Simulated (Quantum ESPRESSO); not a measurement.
**Band-structure run of Re (part 1 of 2)**

The run: band-structure run of Re (P6₃/mmc, 2 atoms in the cell). Method and program: Kohn-Sham DFT of a periodic cell, PBE, PseudoDojo 0.4.1 SR PBE standard, no spin polarisation (Quantum ESPRESSO 7.5).

The structure derives from an entry of the Crystallography Open Database.

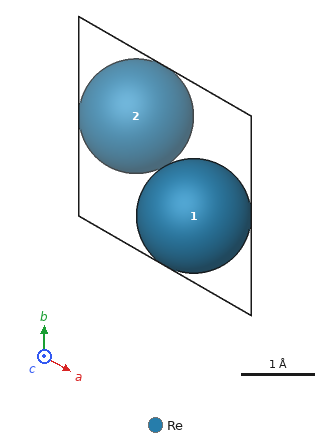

The input geometry (spheres-only view of the cell of the calculation, along the c axis; atoms are numbered from 1 in the order of the input). An atom can appear more than once, as a periodic image.

## Key numbers

```json
{"quantity": "outcome", "value": "converged"}
{"quantity": "space group (tolerance 0.01 Å)", "value": "P6₃/mmc (194)"}
{"quantity": "electrons treated", "value": "30"}
{"quantity": "free energy", "value": "−4723.5623 eV"}
{"quantity": "Fermi energy", "value": "24.172 eV"}
{"quantity": "gap on the k-point mesh", "value": "none (metallic)"}
{"quantity": "pressure", "value": "5.83 GPa"}
{"quantity": "largest force (length of the vector)", "value": "under 0.001 eV/Å"}
{"quantity": "hardware", "value": "1 thread of Arm Neoverse V1, 24 GiB of memory available, shared host"}
{"quantity": "wall time", "value": "71 s"}
{"quantity": "peak memory", "value": "0.09 GiB"}
```

## Notes

Spin–orbit coupling is left out, which matters for Re. The cell is under a pressure of 5.8 GPa at this level, so it is not at its equilibrium volume.

## The input
```
&CONTROL
  calculation = 'scf'
  prefix = 'pwscf'
  outdir = './tmp'
  pseudo_dir = './pseudo'
  tprnfor = .true.
  tstress = .true.
  disk_io = 'low'
/
&SYSTEM
  ibrav = 0
  celldm(1) = 8
  nat = 2
  ntyp = 1
  ecutwfc = 72
  nbnd = 22
  occupations = 'smearing'
  smearing = 'fd'
  degauss = 0.00367493
/
&ELECTRONS
  conv_thr = 4d-10
  electron_maxstep = 120
  mixing_beta = 0.5
/
ATOMIC_SPECIES
Re   186.2070 Re.upf
CELL_PARAMETERS alat
  0.6521444856084   0.0000000000000   0.0000000000000
 -0.3260722428042   0.5647736914823   0.0000000000000
  0.0000000000000   0.0000000000000   1.0530971261008
ATOMIC_POSITIONS crystal
Re     0.6666666667    0.3333333333    0.7500000000
Re     0.3333333333    0.6666666667    0.2500000000
K_POINTS automatic
11 11 6 0 0 0
```

## File bands.in
```
&CONTROL
  calculation = 'bands'
  prefix = 'pwscf'
  outdir = './tmp'
  pseudo_dir = './pseudo'
  disk_io = 'low'
  verbosity = 'high'
/
&SYSTEM
  ibrav = 0
  celldm(1) = 8
  nat = 2
  ntyp = 1
  ecutwfc = 72
  nbnd = 22
  occupations = 'smearing'
  smearing = 'fd'
  degauss = 0.00367493
/
&ELECTRONS
  conv_thr = 1d-08
  electron_maxstep = 120
  mixing_beta = 0.5
  diago_full_acc = .true.
  startingwfc = 'random'
/
ATOMIC_SPECIES
Re   186.2070 Re.upf
CELL_PARAMETERS alat
  0.6521444856084   0.0000000000000   0.0000000000000
 -0.3260722428042   0.5647736914823   0.0000000000000
  0.0000000000000   0.0000000000000   1.0530971261008
ATOMIC_POSITIONS crystal
Re     0.6666666667    0.3333333333    0.7500000000
Re     0.3333333333    0.6666666667    0.2500000000
K_POINTS crystal
60
 0.0000000000  0.0000000000  0.0000000000 1
 0.0714285714  0.0000000000  0.0000000000 1
 0.1428571429  0.0000000000  0.0000000000 1
 0.2142857143  0.0000000000  0.0000000000 1
 0.2857142857  0.0000000000  0.0000000000 1
 0.3571428571  0.0000000000  0.0000000000 1
 0.4285714286  0.0000000000  0.0000000000 1
 0.5000000000  0.0000000000  0.0000000000 1
 0.4583333333  0.0833333333  0.0000000000 1
 0.4166666667  0.1666666667  0.0000000000 1
 0.3750000000  0.2500000000  0.0000000000 1
 0.3333333333  0.3333333333  0.0000000000 1
 0.2962962963  0.2962962963  0.0000000000 1
 0.2592592593  0.2592592593  0.0000000000 1
 0.2222222222  0.2222222222  0.0000000000 1
 0.1851851852  0.1851851852  0.0000000000 1
 0.1481481481  0.1481481481  0.0000000000 1
 0.1111111111  0.1111111111  0.0000000000 1
 0.0740740741  0.0740740741  0.0000000000 1
 0.0370370370  0.0370370370  0.0000000000 1
 0.0000000000  0.0000000000  0.0000000000 1
 0.0000000000  0.0000000000  0.1250000000 1
 0.0000000000  0.0000000000  0.2500000000 1
 0.0000000000  0.0000000000  0.3750000000 1
 0.0000000000  0.0000000000  0.5000000000 1
 0.0625000000  0.0000000000  0.5000000000 1
 0.1250000000  0.0000000000  0.5000000000 1
 0.1875000000  0.0000000000  0.5000000000 1
 0.2500000000  0.0000000000  0.5000000000 1
 0.3125000000  0.0000000000  0.5000000000 1
 0.3750000000  0.0000000000  0.5000000000 1
 0.4375000000  0.0000000000  0.5000000000 1
 0.5000000000  0.0000000000  0.5000000000 1
 0.4666666667  0.0666666667  0.5000000000 1
 0.4333333333  0.1333333333  0.5000000000 1
 0.4000000000  0.2000000000  0.5000000000 1
 0.3666666667  0.2666666667  0.5000000000 1
 0.3333333333  0.3333333333  0.5000000000 1
 0.3030303030  0.3030303030  0.5000000000 1
 0.2727272727  0.2727272727  0.5000000000 1
 0.2424242424  0.2424242424  0.5000000000 1
 0.2121212121  0.2121212121  0.5000000000 1
 0.1818181818  0.1818181818  0.5000000000 1
 0.1515151515  0.1515151515  0.5000000000 1
 0.1212121212  0.1212121212  0.5000000000 1
 0.0909090909  0.0909090909  0.5000000000 1
 0.0606060606  0.0606060606  0.5000000000 1
 0.0303030303  0.0303030303  0.5000000000 1
 0.0000000000  0.0000000000  0.5000000000 1
 0.5000000000  0.0000000000  0.5000000000 1
 0.5000000000  0.0000000000  0.4000000000 1
 0.5000000000  0.0000000000  0.3000000000 1
 0.5000000000  0.0000000000  0.2000000000 1
 0.5000000000  0.0000000000  0.1000000000 1
 0.5000000000  0.0000000000  0.0000000000 1
 0.3333333333  0.3333333333  0.0000000000 1
 0.3333333333  0.3333333333  0.1250000000 1
 0.3333333333  0.3333333333  0.2500000000 1
 0.3333333333  0.3333333333  0.3750000000 1
 0.3333333333  0.3333333333  0.5000000000 1
```

Launched with:
```bash
OMP_NUM_THREADS=1 pw.x -in pw.in > pw.out
OMP_NUM_THREADS=1 pw.x -in bands.in > bands.out
```

## The program's output
```
This program is part of the open-source Quantum ESPRESSO suite
     for quantum simulation of materials; please cite
         "P. Giannozzi et al., J. Phys.:Condens. Matter 21 395502 (2009);
         "P. Giannozzi et al., J. Phys.:Condens. Matter 29 465901 (2017);
         "P. Giannozzi et al., J. Chem. Phys. 152 154105 (2020);
          URL
     in publications or presentations arising from this work. More details at

     Message from routine setup:
     using ibrav=0 with symmetry is DISCOURAGED, use correct ibrav instead

     G-vector sticks info
     --------------------
     sticks:   dense  smooth     PW     G-vecs:    dense   smooth      PW
     Sum         547     547    163                16383    16383    2755

     Using Slab Decomposition

     bravais-lattice index     =            0
     lattice parameter (alat)  =       8.0000  a.u.
     unit-cell volume          =     198.5897 (a.u.)^3
     number of atoms/cell      =            2
     number of atomic types    =            1
     number of electrons       =        30.00
     number of Kohn-Sham states=           22
     kinetic-energy cutoff     =      72.0000  Ry
     charge density cutoff     =     288.0000  Ry
     scf convergence threshold =      4.0E-10
     mixing beta               =       0.5000
     number of iterations used =            8  plain     mixing
     Exchange-correlation= PBE
                           (   1   4   3   4   0   0   0)

     celldm(1)=   8.000000  celldm(2)=   0.000000  celldm(3)=   0.000000
     celldm(4)=   0.000000  celldm(5)=   0.000000  celldm(6)=   0.000000

     crystal axes: (cart. coord. in units of alat)
               a(1) = (   0.652144   0.000000   0.000000 )
               a(2) = (  -0.326072   0.564774   0.000000 )
               a(3) = (   0.000000   0.000000   1.053097 )

     reciprocal axes: (cart. coord. in units 2 pi/alat)
               b(1) = (  1.533403  0.885310 -0.000000 )
               b(2) = (  0.000000  1.770621  0.000000 )
               b(3) = (  0.000000 -0.000000  0.949580 )

     PseudoPot. # 1 for Re read from file:
     Re.upf
     Pseudo is Norm-conserving + core correction, Zval = 15.0
     Generated using ONCVPSP code by D. R. Hamann
     Using radial grid of 1378 points,  8 beta functions with:
                l(1) =   0
                l(2) =   0
                l(3) =   1
                l(4) =   1
                l(5) =   2
                l(6) =   2
                l(7) =   3
                l(8) =   3

     atomic species   valence    mass     pseudopotential
     Re               15.00   186.20700     Re( 1.00)

     24 Sym. Ops., with inversion, found (12 have fractional translation)

   Cartesian axes

     site n.     atom                  positions (alat units)
         1        Re     tau(   1) = (   0.3260722   0.1882579   0.7898228  )
         2        Re     tau(   2) = (  -0.0000000   0.3765158   0.2632743  )

     number of k points=    64  Fermi-Dirac smearing, width (Ry)=  0.0037
                       cart. coord. in units 2pi/alat
        k(    1) = (   0.0000000   0.0000000   0.0000000), wk =   0.0027548
        k(    2) = (   0.0000000   0.0000000   0.1582633), wk =   0.0055096
        k(    3) = (   0.0000000   0.0000000   0.3165267), wk =   0.0055096
        k(    4) = (   0.0000000   0.0000000  -0.4747900), wk =   0.0027548
        k(    5) = (   0.0000000   0.1609655   0.0000000), wk =   0.0165289
        k(    6) = (   0.0000000   0.1609655   0.1582633), wk =   0.0330579
        k(    7) = (   0.0000000   0.1609655   0.3165267), wk =   0.0330579
        k(    8) = (   0.0000000   0.1609655  -0.4747900), wk =   0.0165289
        k(    9) = (   0.0000000   0.3219310   0.0000000), wk =   0.0165289
        k(   10) = (   0.0000000   0.3219310   0.1582633), wk =   0.0330579
        k(   11) = (   0.0000000   0.3219310   0.3165267), wk =   0.0330579
        k(   12) = (   0.0000000   0.3219310  -0.4747900), wk =   0.0165289
        k(   13) = (   0.0000000   0.4828966   0.0000000), wk =   0.0165289
        k(   14) = (   0.0000000   0.4828966   0.1582633), wk =   0.0330579
        k(   15) = (   0.0000000   0.4828966   0.3165267), wk =   0.0330579
        k(   16) = (   0.0000000   0.4828966  -0.4747900), wk =   0.0165289
        k(   17) = (   0.0000000   0.6438621   0.0000000), wk =   0.0165289
        k(   18) = (   0.0000000   0.6438621   0.1582633), wk =   0.0330579
        k(   19) = (   0.0000000   0.6438621   0.3165267), wk =   0.0330579
        k(   20) = (   0.0000000   0.6438621  -0.4747900), wk =   0.0165289
        k(   21) = (   0.0000000   0.8048276   0.0000000), wk =   0.0165289
        k(   22) = (   0.0000000   0.8048276   0.1582633), wk =   0.0330579
        k(   23) = (   0.0000000   0.8048276   0.3165267), wk =   0.0330579
        k(   24) = (   0.0000000   0.8048276  -0.4747900), wk =   0.0165289
        k(   25) = (   0.1394002   0.2414483   0.0000000), wk =   0.0165289
        k(   26) = (   0.1394002   0.2414483   0.1582633), wk =   0.0330579
        k(   27) = (   0.1394002   0.2414483   0.3165267), wk =   0.0330579
        k(   28) = (   0.1394002   0.2414483  -0.4747900), wk =   0.0165289
        k(   29) = (   0.1394002   0.4024138   0.0000000), wk =   0.0330579
        k(   30) = (   0.1394002   0.4024138   0.1582633), wk =   0.0661157
        k(   31) = (   0.1394002   0.4024138   0.3165267), wk =   0.0661157
        k(   32) = (   0.1394002   0.4024138  -0.4747900), wk =   0.0330579
        k(   33) = (   0.1394002   0.5633793   0.0000000), wk =   0.0330579
        k(   34) = (   0.1394002   0.5633793   0.1582633), wk =   0.0661157
        k(   35) = (   0.1394002   0.5633793   0.3165267), wk =   0.0661157
        k(   36) = (   0.1394002   0.5633793  -0.4747900), wk =   0.0330579
        k(   37) = (   0.1394002   0.7243448   0.0000000), wk =   0.0330579
        k(   38) = (   0.1394002   0.7243448   0.1582633), wk =   0.0661157
        k(   39) = (   0.1394002   0.7243448   0.3165267), wk =   0.0661157
        k(   40) = (   0.1394002   0.7243448  -0.4747900), wk =   0.0330579
        k(   41) = (   0.1394002   0.8853104   0.0000000), wk =   0.0165289
        k(   42) = (   0.1394002   0.8853104   0.1582633), wk =   0.0330579
        k(   43) = (   0.1394002   0.8853104   0.3165267), wk =   0.0330579
        k(   44) = (   0.1394002   0.8853104  -0.4747900), wk =   0.0165289
        k(   45) = (   0.2788005   0.4828966   0.0000000), wk =   0.0165289
        k(   46) = (   0.2788005   0.4828966   0.1582633), wk =   0.0330579
        k(   47) = (   0.2788005   0.4828966   0.3165267), wk =   0.0330579
        k(   48) = (   0.2788005   0.4828966  -0.4747900), wk =   0.0165289
        k(   49) = (   0.2788005   0.6438621   0.0000000), wk =   0.0330579
        k(   50) = (   0.2788005   0.6438621   0.1582633), wk =   0.0661157
        k(   51) = (   0.2788005   0.6438621   0.3165267), wk =   0.0661157
        k(   52) = (   0.2788005   0.6438621  -0.4747900), wk =   0.0330579
        k(   53) = (   0.2788005   0.8048276   0.0000000), wk =   0.0330579
        k(   54) = (   0.2788005   0.8048276   0.1582633), wk =   0.0661157
        k(   55) = (   0.2788005   0.8048276   0.3165267), wk =   0.0661157
        k(   56) = (   0.2788005   0.8048276  -0.4747900), wk =   0.0330579
        k(   57) = (   0.4182007   0.7243448   0.0000000), wk =   0.0165289
        k(   58) = (   0.4182007   0.7243448   0.1582633), wk =   0.0330579
        k(   59) = (   0.4182007   0.7243448   0.3165267), wk =   0.0330579
        k(   60) = (   0.4182007   0.7243448  -0.4747900), wk =   0.0165289
        k(   61) = (   0.4182007   0.8853104   0.0000000), wk =   0.0165289
        k(   62) = (   0.4182007   0.8853104   0.1582633), wk =   0.0330579
        k(   63) = (   0.4182007   0.8853104   0.3165267), wk =   0.0330579
        k(   64) = (   0.4182007   0.8853104  -0.4747900), wk =   0.0165289

     Dense  grid:    16383 G-vectors     FFT dimensions: (  30,  30,  48)

     Initial potential from superposition of free atoms

     starting charge      29.9994, renormalised to      30.0000
     Starting wfcs are   20 randomized atomic wfcs +    2 random wfcs

     Self-consistent Calculation

     iteration #  1     ecut=    72.00 Ry     beta= 0.50
     Davidson diagonalization with overlap
     ethr =  1.00E-02,  avg # of iterations =  3.7

     Threshold (ethr) on eigenvalues was too large:
     Diagonalizing with lowered threshold

     Davidson diagonalization with overlap
     ethr =  2.22E-04,  avg # of iterations =  1.8

     total energy              =    -347.16651379 Ry
     estimated scf accuracy    <       0.06978121 Ry

     iteration #  2     ecut=    72.00 Ry     beta= 0.50
     Davidson diagonalization with overlap
     ethr =  2.33E-04,  avg # of iterations =  2.0

     total energy              =    -347.17512329 Ry
     estimated scf accuracy    <       0.00284349 Ry

     iteration #  3     ecut=    72.00 Ry     beta= 0.50
     Davidson diagonalization with overlap
     ethr =  9.48E-06,  avg # of iterations =  3.4

     total energy              =    -347.17541052 Ry
     estimated scf accuracy    <       0.00029628 Ry

     iteration #  4     ecut=    72.00 Ry     beta= 0.50
     Davidson diagonalization with overlap
     ethr =  9.88E-07,  avg # of iterations =  2.2

     total energy              =    -347.17542489 Ry
     estimated scf accuracy    <       0.00000541 Ry

     iteration #  5     ecut=    72.00 Ry     beta= 0.50
     Davidson diagonalization with overlap
     ethr =  1.80E-08,  avg # of iterations =  2.2

     total energy              =    -347.17542667 Ry
     estimated scf accuracy    <       0.00000070 Ry

     iteration #  6     ecut=    72.00 Ry     beta= 0.50
     Davidson diagonalization with overlap
     ethr =  2.34E-09,  avg # of iterations =  2.0

     total energy              =    -347.17542682 Ry
     estimated scf accuracy    <       0.00000002 Ry

     iteration #  7     ecut=    72.00 Ry     beta= 0.50
     Davidson diagonalization with overlap
     ethr =  5.13E-11,  avg # of iterations =  2.0

     total energy              =    -347.17542682 Ry
     estimated scf accuracy    <          2.1E-09 Ry

     iteration #  8     ecut=    72.00 Ry     beta= 0.50
     Davidson diagonalization with overlap
     ethr =  7.14E-12,  avg # of iterations =  2.0

     End of self-consistent calculation

          k = 0.0000 0.0000 0.0000 (  2009 PWs)   bands (ev):

   -55.7236 -55.6011 -18.1844 -17.1335 -17.1335 -16.9587 -16.9587 -16.9374
    14.2964  17.5427  22.5943  22.5943  22.5957  23.4321  23.4321  24.3615
    24.3615  24.7635  27.5398  27.5398  34.1224  37.6002

          k = 0.0000 0.0000 0.1583 (  2045 PWs)   bands (ev):

   -55.7155 -55.6094 -18.1059 -17.1219 -17.1219 -17.0266 -16.9705 -16.9705
    14.6271  17.5529  22.4027  22.4560  22.4560  23.2330  23.2330  23.9016
    24.8024  24.8024  27.5641  27.5641  35.4223  37.0400

          k = 0.0000 0.0000 0.3165 (  2021 PWs)   bands (ev):

   -55.6932 -55.6320 -17.8882 -17.2657 -17.0901 -17.0901 -17.0027 -17.0027
    15.5266  17.3955  21.9802  22.3408  22.3408  22.4529  22.8172  22.8172
    25.7473  25.7473  27.3859  27.3859  36.8104  38.2230

          k = 0.0000 0.0000-0.4748 (  2062 PWs)   bands (ev):

   -55.6627 -55.6627 -17.5823 -17.5823 -17.0466 -17.0466 -17.0466 -17.0466
    16.6566  16.6566  21.7836  21.7836  22.4670  22.4670  22.4670  22.4670
    26.7316  26.7316  26.7316  26.7316  37.3524  37.3524

          k = 0.0000 0.1610 0.0000 (  2031 PWs)   bands (ev):

   -55.7156 -55.5975 -18.1530 -17.2066 -17.1570 -17.0347 -16.9696 -16.9506
    14.6357  17.8564  21.9553  22.9015  23.0858  23.2434  23.5376  23.7225
    24.1088  24.2999  27.7120  28.8512  34.1104  38.3464

          k = 0.0000 0.1610 0.1583 (  2039 PWs)   bands (ev):

   -55.7078 -55.6055 -18.0799 -17.1925 -17.1446 -17.0943 -16.9877 -16.9823
    14.9569  17.8780  21.9711  22.5499  22.6334  22.7165  23.4995  23.6739
    24.6298  24.6907  27.6917  28.4130  35.4294  37.7688

          k = 0.0000 0.1610 0.3165 (  2030 PWs)   bands (ev):

   -55.6863 -55.6272 -17.8772 -17.3032 -17.1523 -17.1106 -17.0408 -17.0169
    15.8370  17.7332  21.6655  21.8913  22.1055  22.5811  23.0747  23.0832
    25.6294  25.7206  27.4133  27.7344  37.5096  37.9466

          k = 0.0000 0.1610-0.4748 (  2026 PWs)   bands (ev):

   -55.6568 -55.6568 -17.5935 -17.5935 -17.0979 -17.0979 -17.0639 -17.0639
    16.9688  16.9688  21.4111  21.4111  22.4713  22.4713  22.7139  22.7139
    26.6686  26.6686  26.8318  26.8318  37.9188  37.9188

          k = 0.0000 0.3219 0.0000 (  2038 PWs)   bands (ev):

   -55.6936 -55.5882 -18.0639 -17.4020 -17.2328 -17.2178 -17.0006 -16.9907
    15.5684  18.5986  21.2816  21.9017  22.6270  23.5496  23.7942  23.8763
    23.9285  24.5593  28.0480  31.0553  33.9025  39.9534

          k = 0.0000 0.3219 0.1583 (  2036 PWs)   bands (ev):

   -55.6866 -55.5953 -18.0096 -17.3791 -17.2850 -17.2035 -17.0215 -17.0154
    15.8495  18.6626  21.3378  21.3725  22.4144  23.2399  23.3997  24.1597
    24.6190  24.7420  27.9302  29.9698  35.3022  39.5130
```
